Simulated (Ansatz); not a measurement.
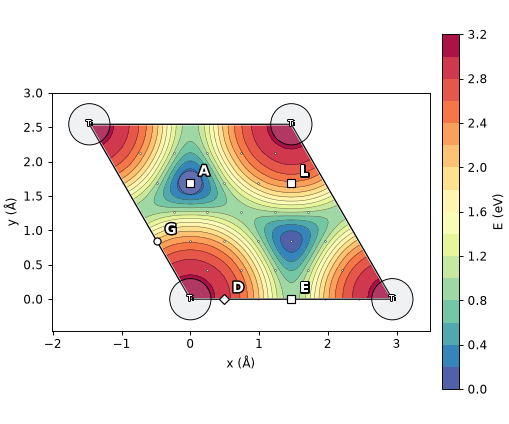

C on a Ti(001) slab cut from the P6_3/mmc phase, its upper half relaxed before the scan (16 atoms of substrate and one adsorbate in a 2 × 2 cell). 
- C is moved over the surface cell; relaxed at each place: the height of the adsorbate's atoms; substrate rigid; the origin of the map has the adsorbate above Ti13.
- Places are given modulo a cell vector. The map is drawn in real space over the plane of the surface.
- The grid has 6 × 6 points; 10 points were computed and 26 follow by symmetry.
- Places are given in fractions of the 1 × 1 surface cell.
- Energies are in eV, from the lowest grid point.
- All numbers below come from DFT PBE, scalar-relativistic, plane waves, PAW in Ansatz. Settings: cutoff 420 eV, k-mesh 6×6×1, gaussian smearing 0.1 eV, no spin polarisation.

In the figure: filled contours, dots at the grid points, labelled circles for the atoms of the top layer and small ones for the second layer, the outline of one cell of the plane, lettered points. Between grid points the surface is interpolated.

> Is A the lowest point of the computed grid?

Yes. A, at a threefold hollow over a second-layer Ti atom, (2/6, 4/6) of the cell vectors, has the lowest energy of the grid.

> Rank the lettered points by energy, lowest first.

A (0.00 eV), E (0.90 eV), G (2.05 eV), L (2.36 eV), D (2.90 eV).

PAW datasets: the set soft_1.
